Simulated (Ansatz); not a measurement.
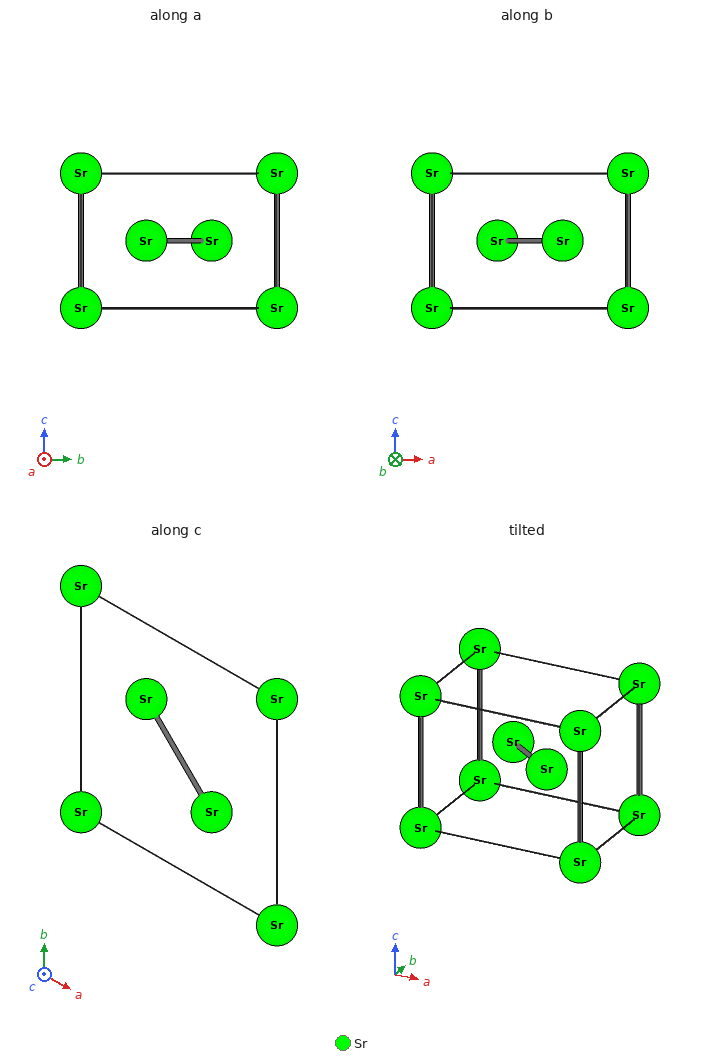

Drawn in the ball-and-stick manner and seen along the a axis, along the b axis, along the c axis and slightly off an axis. One conventional unit cell is outlined, and atoms on its boundary appear in each equivalent place.

Lattice parameters: a = 6.6435 Å, b = 6.6435 Å, c = 3.9548 Å, α = 90.000°, β = 90.000°, γ = 120.000°.

Question: Turn the picture into a CIF in P1 with every atom of the cell.

Answer:
```cif
data_structure
_symmetry_space_group_name_H-M 'P 1'
_symmetry_Int_Tables_number 1
_cell_length_a 6.6435
_cell_length_b 6.6435
_cell_length_c 3.9548
_cell_angle_alpha 90.000
_cell_angle_beta 90.000
_cell_angle_gamma 120.000
_cell_volume 151.16
loop_
_atom_site_label
_atom_site_type_symbol
_atom_site_fract_x
_atom_site_fract_y
_atom_site_fract_z
_atom_site_occupancy
Sr1 Sr 0.0000 0.0000 0.0000 1
Sr2 Sr 0.3333 0.6667 0.5000 1
Sr3 Sr 0.6667 0.3333 0.5000 1
```

The cell started as a structure type filled with this element by a generator (whether the element takes this form wasn't checked). Earlier steps of the study may have refined or changed the cell and positions. It was run through Ansatz as a DFT input.
